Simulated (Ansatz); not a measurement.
# AlN: a trial structure relaxed, part 2 of 2

Where does this trial cell of AlN go when cell and atoms are let free?

Ansatz 0.2.0; DFT PBE, scalar-relativistic, plane waves, PAW. Earlier steps stand in the parts before.

## Step 4: Full relaxation

The end of the coarse run is made exact in the group found at a tolerance of 0.06 Å and reduced to its primitive cell.

input.yaml reads:

```yaml
crystal:
  lattice:
    - [3.1280891144, 0.0, 0.0]
    - [-1.5640445572, 2.7090046383, 0.0]
    - [0.0, 0.0, 5.0208090815]
  atoms:
    - { symbol: Al, position: [0.3333333333, 0.6666666667, 0.0018742335] }
    - { symbol: Al, position: [0.6666666667, 0.3333333333, 0.5018742335] }
    - { symbol: "N", position: [0.3333333333, 0.6666666667, 0.3831257565] }
    - { symbol: "N", position: [0.6666666667, 0.3333333333, 0.8831257565] }
basis:
  ecutwfc: 420
kpoints:
  mp_grid: { grid: [12, 12, 6] }
hamiltonian:
  xc: pbe
scf:
  occupations: { method: gaussian, width: 0.02 }
output:
  forces: true
  stress: true
  eigenvalues: true
  write_density: true
  write_potential: true
  elf: true
  volumetric_format: npy
relax:
  adjacent_minimum: "off"
  f_tol: 0.01
  max_steps: 80
  cell: { stress_tol: 0.05 }
```

The run is started by

```console
$ ansatz run input.yaml --threads 1 --pin off --max-ram 2560MiB --backend cpu --events-out ev --progress --plain --runs-dir out
```

What it wrote (excerpt; [...] marks lines left out):

```text
Warning: RAYON_NUM_THREADS=1 ignored (pool sized by the plan → 1); use --threads N
[...]
Pseudopotentials: kind: paw
Pseudopotential: Al, paw, valence charge 3, recommended cutoff 420 eV (normal), Al.paw.azcp
Pseudopotential: N, paw, valence charge 5, recommended cutoff 420 eV (normal), N.paw.azcp
Functional definition: PBE
[...]
Crystal: 4 atoms, lattice volume = 42.546 Å³
Basis set: ecut = 420 eV, 833 PW (Γ), exchange–correlation on 48×48×72 points (8 copies of the dense FFT grid, shifted against one another)
Bands: 12, of which v1, the nominal top of the filled ones, is band 8 counted from 1 (7 counted from 0)
Symmetry: 12 space group operations
Space group: P63mc (ITA 186), of the structure as read, at distance tolerance 3.5e-5 Å
k-points: 76 of 864 (time reversal used)
[...]
SCF iter   1: F=—  HF=-1848.507698 eV  |F-HF|=—  |Δ(HF+E_count)|=         —  Δρ=8.21e-4  dr2=1.39e-4  ethr=1.77e-3  ⟨swp⟩=6.3  Hψ=6191  notcnv=0
[...]
  P = ⅓ Tr σ = 0.0095 GPa (0.095 kbar)
--- Band table (eV; the first three rows and the last of 76) ---
  k-point 0: bands = ["-8.1118", "-6.0340", "1.0473", "6.1014", "6.1014", "6.7408", "6.7408", "6.9432", "10.9775", "13.4571", "17.3963", "17.9793"]
[...]
--- Relaxed structure (3 steps of the walk, 3 accepted, 1 SCFs on fresh bases) ---
  F+E_penalty+E_count = -1848.50798780 eV   max|allowed force component| = 8.618e-4 eV/Å   (the final SCF, on the basis selected at the relaxed cell)
  cell:  # Å, volume = 42.5799 Å³
    - [3.1301892629788792, 0.0, 2.229029743877251e-34]
    - [-1.5650946314894396, 2.7108234203929986, -2.048577638384829e-34]
    - [-5.77057067886111e-36, 1.7311712036583333e-35, 5.018029701474291]
  atoms:
    - { symbol: Al, position: [0.33333333333333337, 0.6666666666666667, 0.0017380162420682968] }
    - { symbol: Al, position: [0.6666666666666666, 0.33333333333333337, 0.5017380162420684] }
    - { symbol: N, position: [0.33333333333333337, 0.6666666666666667, 0.3832619737579317] }
    - { symbol: N, position: [0.6666666666666666, 0.33333333333333337, 0.8832619737579318] }
```

Wall time 23 s (1 thread of Intel Xeon at 2.70GHz, shared host); peak memory 0.38 GiB.

The steps of the relaxation:

```csv
step,E - E(step 1) (eV/cell),largest force component (eV/Å),pressure (GPa),volume (Å³)
1,0.0000,0.0043,0.18,42.55
2,0.0000,0.0025,0.08,42.56
3,0.0000,0.0008,0.00,42.58
4,-0.0001,0.0009,0.01,42.58
```

Step 1 is the start. Step 4 repeats the geometry before it on a plane-wave basis chosen anew for that cell, so its energy need not be comparable with the rows above.

|  | before | after | change |
| --- | --- | --- | --- |
| a (Å) | 3.128 | 3.130 | +0.1 % |
| b (Å) | 3.128 | 3.130 | +0.1 % |
| c (Å) | 5.021 | 5.018 | -0.1 % |
| volume (Å³/atom) | 10.64 | 10.64 | +0.1 % |
| shortest distance (Å) | 1.902 | 1.902 | 0.0 % |
| space group (0.01 Å) | P6_3mc | P6_3mc | same |

The run keeps the 12 symmetry operations of the start, so it could not have lowered the symmetry.

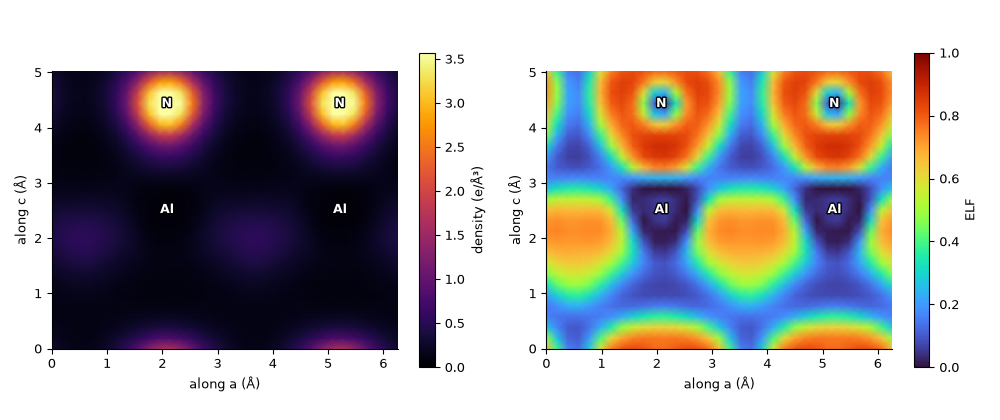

Density (left) and ELF (right) in a lattice plane of the grid's cell (edges 3.13 and 5.02 Å, at 0.333 of the third edge), which holds Al and N. Only atoms in the plane are labelled. Both are smooth fields of the valence electrons: close to the nuclei they are not physical.

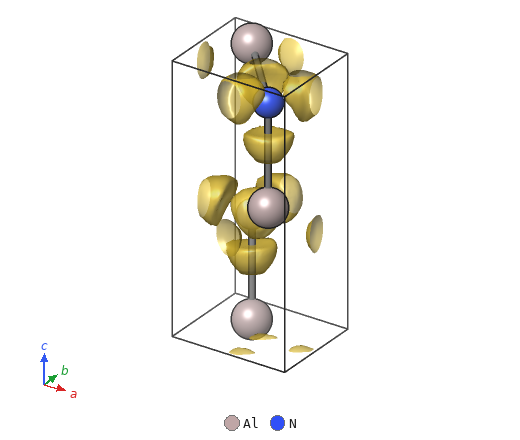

Surface of ELF = 0.83, drawn in one cell.

Outside the cores ELF peaks at 0.89 on the N–Al line, 0.8 Å from N.

## Step 5: Variant: accuracy medium

input.yaml reads:

```yaml
crystal:
  lattice:
    - [3.130189263, 0.0, 0.0]
    - [-1.5650946315, 2.7108234204, 0.0]
    - [0.0, 0.0, 5.0180297015]
  atoms:
    - { symbol: Al, position: [0.3333333333, 0.6666666667, 0.0017380162] }
    - { symbol: Al, position: [0.6666666667, 0.3333333333, 0.5017380162] }
    - { symbol: "N", position: [0.3333333333, 0.6666666667, 0.3832619738] }
    - { symbol: "N", position: [0.6666666667, 0.3333333333, 0.8832619738] }
basis:
  ecutwfc: 420
kpoints:
  mp_grid: { grid: [12, 12, 6] }
hamiltonian:
  xc: pbe
scf:
  occupations: { method: gaussian, width: 0.02 }
output:
  forces: true
  eigenvalues: true
  stress: true
accuracy: medium
```

The run is started by

```console
$ ansatz run input.yaml --threads 1 --pin off --max-ram 2560MiB --backend cpu --events-out ev --progress --plain --runs-dir out
```

What it wrote:

```text
Warning: RAYON_NUM_THREADS=1 ignored (pool sized by the plan → 1); use --threads N
Engine: ansatz 0.2.0, x86_64-unknown-linux-gnu
Pseudopotentials: kind: paw
Pseudopotential: Al, paw, valence charge 3, recommended cutoff 420 eV (normal), Al.paw.azcp
Pseudopotential: N, paw, valence charge 5, recommended cutoff 420 eV (normal), N.paw.azcp
Functional definition: PBE
  parameter kappa = 0.804
  parameter beta = 0.06672455060314922
  exchange = pbe_x(kappa = kappa, mu = beta*pi^2/3)
  correlation = pbe_c(beta = beta)
Crystal: 4 atoms, lattice volume = 42.580 Å³
Basis set: ecut = 420 eV, 833 PW (Γ), exchange–correlation on 48×48×72 points (8 copies of the dense FFT grid, shifted against one another)
Bands: 12, of which v1, the nominal top of the filled ones, is band 8 counted from 1 (7 counted from 0)
Symmetry: 12 space group operations
Space group: P63mc (ITA 186), of the structure as read, at distance tolerance 3.5e-5 Å
k-points: 76 of 864 (time reversal used)
Non-local potential: Al, projectors of the file, l = 0: 2, l = 1: 2, l = 2: 1
Non-local potential: N, projectors of the file, l = 0: 2, l = 1: 2, l = 2: 1
PAW form: soft (Blöchl's): semilocal exchange-correlation on the pseudo side does not see the compensation charge
PAW one-centre angular grid: Al, 110 points (default); XC on 64 Gauss nodes
PAW one-centre angular grid: N, 110 points (default); XC on 64 Gauss nodes
Initial density: superposition of atomic densities (neutral atoms: chi_scale 0, normalization atom), corrected by the library's trained network
Initial wavefunctions: pseudopotential atomic-orbital guess
Functional: x = pbe(κ = 0.804, μ = 0.2195149727645171), c = pbe(β = 0.06672455060314922)
SCF iter   1: F=—  HF=-1848.507763 eV  |F-HF|=—  |Δ(HF+E_count)|=         —  Δρ=8.18e-4  dr2=1.36e-4  ethr=1.77e-3  ⟨swp⟩=6.3  Hψ=6209  notcnv=0
preconditioner: auto → none  [insulator: Δε(μ)=4.031 eV  Ē_g=12.984 eV  σ=0.020 eV  W_gap=1.00  n_scr=2 (ndim 8)  ℏωp=22.8 eV  f_vac=0.000  D(μ)=0.00/eV (n_scr^D=0)  ε∞_Penn≈4.1]
SCF iter   2: F=—  HF=-1848.508059 eV  |F-HF|=—  |Δ(HF+E_count)|=   2.96e-4  Δρ=3.93e-4  dr2=1.94e-5  ethr=8.47e-7  ⟨swp⟩=2.3  Hψ=2193  notcnv=0
SCF iter   3: F=—  HF=-1848.507985 eV  |F-HF|=—  |Δ(HF+E_count)|=   7.40e-5  Δρ=7.40e-5  dr2=1.03e-6  ethr=1.21e-7  ⟨swp⟩=2.3  Hψ=1472  notcnv=0
iter 4 did not close the SCF: its close was put off for the readings that it lacked (scf_convergence_deferred on its scf_iter line)
SCF iter   4: F=-1848.507988 eV  HF=-1848.507988 eV  |F-HF|=1.05e-8  |Δ(HF+E_count)|=   2.76e-6  Δρ=8.75e-6  dr2=1.46e-8  ethr=6.43e-9  ⟨swp⟩=2.0  Hψ=1500  notcnv=0
iter 5 did not close the SCF: its close was put off for the readings that it lacked (scf_convergence_deferred on its scf_iter line)
SCF iter   5: F=-1848.507988 eV  HF=-1848.507988 eV  |F-HF|=4.95e-10  |Δ(HF+E_count)|=   1.27e-8  Δρ=2.14e-6  dr2=8.42e-10  ethr=9.13e-11  ⟨swp⟩=2.4  Hψ=1502  notcnv=0
SCF iter   6: F=-1848.507988 eV  HF=-1848.507988 eV  |F-HF|=3.64e-12  |Δ(HF+E_count)|=  2.56e-10  Δρ=3.19e-7  dr2=1.75e-11  ethr=5.26e-12  ⟨swp⟩=1.1  Hψ=2703  notcnv=0
SCF 1 converged in 6 iterations: F = -1848.507988 eV  dr2 = 1.75e-11
SCF converged after 6 iterations
Free energy (F): -1848.507988 eV
Harris-Foulkes:  -1848.507988 eV  (|F-HF|=3.64e-12)
Internal energy: -1848.507988 eV  (E = F + TS)
E sigma→0 (E₀):  -1848.507988 eV
Fermi energy:    8.960329 eV
--- Per-component energies (eV) ---
  E_band       = 27.855892
  E_kinetic    = 317.320957
  E_local      = -451.604080  (includes V_loc(G=0)·N_el)
  E_nonlocal   = 110.506018
  E_hartree    = 156.640534
  E_xc         = -203.250111
  E_vxc        = -215.380075  (∫ρ·V_xc dr)
  E_paw        = -1190.067478  (= ΣΔE_a)
  E_vpaw       = -46.268162  (= ΣTr[D̂ρ^β])
  E_aug_tail   = 0.000195  (compensation charges beyond the density's cutoff)
  E_ewald      = -588.054022
  E_smearing   = -0.000000  (= −TS)
  E_closure    = -0.000000  (closes the sum)
  Σ components = -1848.507988   (vs F -1848.507988, Δ=0.00e0)
--- Forces (eV/Å), atoms counted from 1 ---
  atom   1  Al    -0.00000000    -0.00000000    -0.00087432
  atom   2  Al    -0.00000000     0.00000000    -0.00087432
  atom   3  N     -0.00000000     0.00000000     0.00085093
  atom   4  N      0.00000000    -0.00000000     0.00085093
  max |Σ_I F_I| component: 4.68e-5 eV/Å
--- Stress (GPa, compression-positive) ---
        0.008074       0.000000       0.000000
       -0.000000       0.008074       0.000000
        0.000000       0.000000       0.012263
  P = ⅓ Tr σ = 0.0095 GPa (0.095 kbar)
--- Band table (eV; the first three rows and the last of 76) ---
  k-point 0: bands = ["-8.1118", "-6.0340", "1.0473", "6.1014", "6.1014", "6.7408", "6.7408", "6.9432", "10.9775", "13.4571", "17.3963", "17.9793"]
  k-point 1: bands = ["-8.0082", "-6.2328", "1.4071", "6.1417", "6.1417", "6.3401", "6.6959", "6.6959", "11.4789", "13.5218", "17.2234", "17.9495"]
  k-point 2: bands = ["-7.7082", "-6.7079", "2.3553", "5.0611", "6.2544", "6.2544", "6.5742", "6.5742", "12.4381", "13.5768", "16.9489", "17.9336"]
  k-point 75: bands = ["-5.6434", "-5.6434", "2.1739", "2.1739", "3.1647", "3.1647", "6.1571", "6.1571", "14.2971", "14.2971", "14.6575", "14.6575"]
```

It took 4.4 s on 1 thread of Intel Xeon at 2.70GHz, shared host; peak memory 0.35 GiB.

| run | ending | energy change | pressure (GPa) | gap (eV) | force (eV/Å) | cycles | time |
| --- | --- | --- | --- | --- | --- | --- | --- |
| step 4 | converged | 0 | 0.0 | 4.03 | 0.00 | - | 23 s |
| variant | converged | 0.0 meV/atom | 0.0 | 4.03 | 0.00 | 6 | 4.4 s |

The changed keys (accuracy) make no visible difference here (energy 0.0 meV/atom).

## Step 6: Results

What follows sums up all 2 parts. Changes of volume or cell count from the first structure of part 1.

| quantity | value |
| --- | --- |
| symmetry at the end (tolerance 0.02 Å) | space group P6_3mc (No. 186) |
| conventional cell | a = 3.130 Å, b = 3.130 Å, c = 5.018 Å, α = 90.00°, β = 90.00°, γ = 120.00° |
| volume | 10.64 Å³/atom |
| energy over the elements (uncorrected; H, N, O, F and Cl as molecules) | -1.37 eV/atom |
| gap on the mesh | 4.03 eV |

What this shows: The space group P6_3mc (No. 186) is kept, and the volume per atom grows by 2.1 % from the first guess. It lies below the elements, which doesn't yet make it stable: competing phases were not computed in this session. No finished test with a distortion of lower symmetry is shown, so the end may be a saddle point. A measured lattice constant a of AlN is 3.11197 Å (a printed reference work, monograph); the calculated 3.130 Å misses it by +0.6 %. That is the cell relaxed with PBE. Against the measured lattice constant c of AlN, 4.9808 Å (quoted in “Self-assembly of well-separated AlN nanowires directly on sputtered metallic TiN films”, 2019, arxiv:1910.07391), the calculated 5.018 Å is off by +0.7 %. The calculation is for a static lattice.
